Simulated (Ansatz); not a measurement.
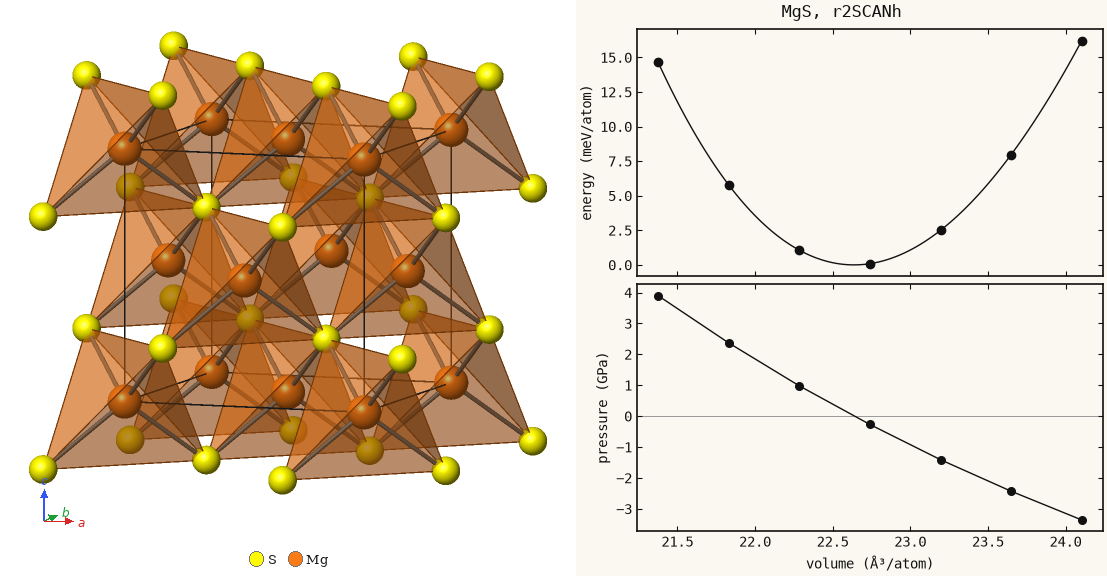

The picture above shows the energy and pressure against volume for MgS, space group F-43m (No. 216). The conventional cell is drawn beside the plot.

The given structure:
```
S Mg
1.0
     0.00000    2.83312    2.83312
     2.83312    0.00000    2.83312
     2.83312    2.83312    0.00000
S Mg
1 1
Direct
  0.25000 0.25000 0.25000
  0.00000 0.00000 0.00000
```

Computed with Ansatz 0.2.0: plane-wave DFT, no spin polarisation; energies at scaled volumes of the given cell, shape and fractions fixed, counted from the fit's minimum, third-order Birch-Murnaghan fit. Level: r2SCANh.

k mesh 4×4×4; occupations Methfessel–Paxton; smearing width 0.1 eV; potentials Ansatz PAW; wave cutoff 500 eV; density cutoff 2000 eV.

**Give the fitted equation-of-state parameters.**

A third-order Birch–Murnaghan fit gives V0 = 22.64 Å³/atom, B0 = 60.7 GPa and B′ = 4.0.

**Read off the course of the pressure.**

It falls from 3.90 GPa at volume 21.38 Å³/atom to −3.36 GPa at 24.10 Å³/atom, and changes sign near 22.64 Å³/atom.

Caveats: coarse k mesh; the program warns: stress exchange threshold loose.
